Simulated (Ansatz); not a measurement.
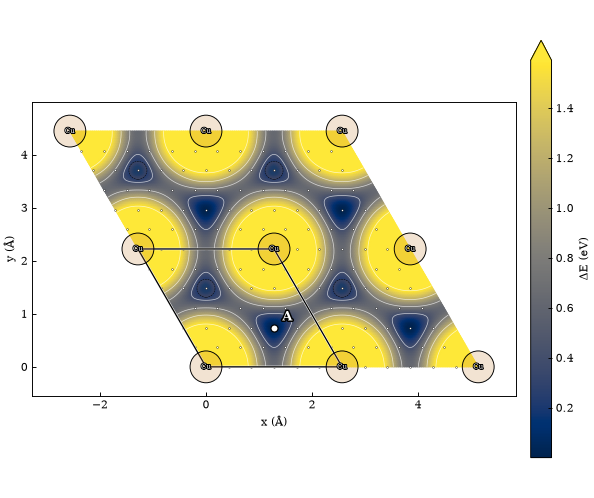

N on a Cu(111) slab cut from the Fm-3m phase, its upper half relaxed before the scan (12 atoms of substrate and one adsorbate in a 2 × 2 cell). N is moved over the surface cell; relaxed at each place: the height of the adsorbate's atoms; substrate rigid; the origin of the map has the adsorbate above Cu9. Places are given modulo a cell vector. The map is drawn in real space over the plane of the surface. The scan uses a 6 × 6 grid; 10 points were computed and 26 follow by symmetry. Places are given in fractions of the 1 × 1 surface cell. Energies: eV, counted from the lowest grid point. The calculation used DFT PBE, scalar-relativistic, plane waves, PAW in Ansatz. Settings: cutoff 420 eV, k-mesh 6×6×1, gaussian smearing 0.1 eV, no spin polarisation.

Drawn: a smooth colour map with a few white contour lines, dots at the grid points, labelled circles for the atoms of the top layer and small ones for the second layer, the outline of one cell of the 2 × 2 shown, one colour for all values above the top of the scale, the point A. Between grid points the surface is interpolated.

Question: What is the easiest way out of the well at A, and how high is the barrier?

Answer: The easiest path leads from the well at a threefold hollow over a third-layer Cu atom, (4/6, 2/6) of the cell vectors to the well at a threefold hollow over a second-layer Cu atom, (2/6, 4/6) of the cell vectors, about 0.12 eV higher. Its highest point lies about 0.64 eV above the bottom of the first well on the interpolated surface, at a bridge site between two Cu atoms, (0/6, 3/6) of the cell vectors. Seen from the upper well the barrier is about 0.52 eV. This is the barrier on the constrained surface; relaxing the other coordinates would change it.

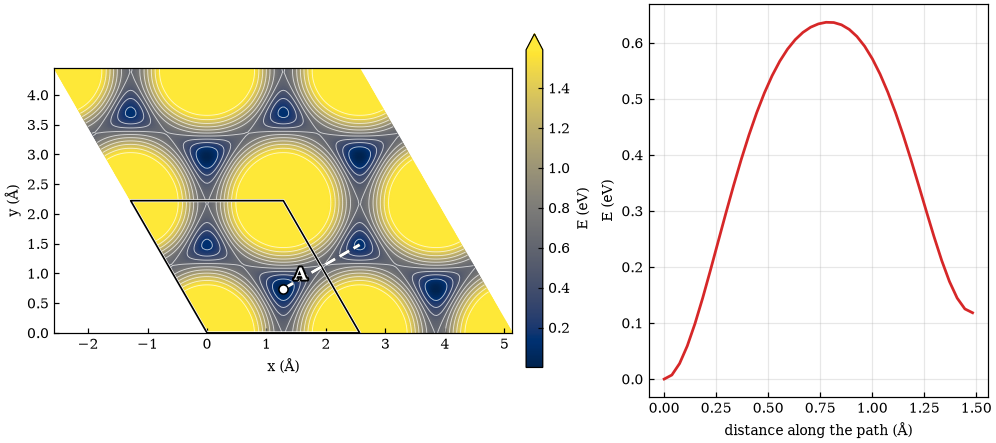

The picture shows a smooth colour map with a few white contour lines, a line along the lowest path, the outline of one cell of the 2 × 2 shown, one colour for all values above the top of the scale, the energy along the path at the right. Between grid points the surface is interpolated.
